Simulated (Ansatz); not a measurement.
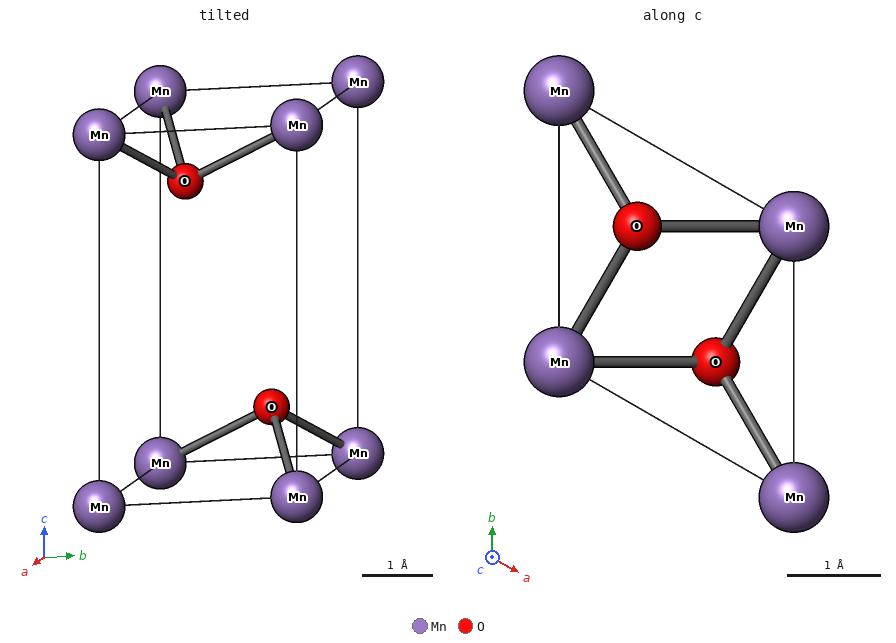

Ball-and-stick representation of a periodic structure, projected slightly off an axis and along the c axis. The conventional unit cell is outlined; an atom on or near a face, edge or corner is repeated at each equivalent position.

MnO₂, space group P-3m1 (No. 164), a = 2.92 Å, b = 2.92 Å, c = 5.51 Å, α = 90.00°, β = 90.00°, γ = 120.00°.

Electronic-structure method: DFT HSE06, scalar-relativistic, plane waves, PAW (Ansatz 0.2.0). Parameters: a cutoff energy of 420 eV, a 6×6×4 sampling of the Brillouin zone, Gaussian smearing of 0.05 eV, collinear spins. The state is ferromagnetic, in a cell of 3 atoms.

Predict the gap.

Answer. An insulator at this level, with a gap of 3.35 eV on the k-mesh (the true edges may lie between mesh points, so the gap can be somewhat smaller).

How far is the cell from zero pressure?

Answer. The computed pressure is -10.6 GPa (stretched: it would shrink). The stress isn't hydrostatic: its largest component is 12.6 GPa.

Provenance: a structure type filled with these elements by a generator (whether the compound takes this form wasn't checked). Earlier steps of the study, as a rule a relaxation of our own, may have changed the cell and positions, so they can lie some per cent off the listed ones. A calculation with Ansatz used it as input.

At this level of theory the run's own cell isn't at rest (stretched, at -11 GPa and forces up to 0.9 eV/Å), so its distances can differ from those at equilibrium, the more so the softer the solid, and its magnetic state may change on relaxation.
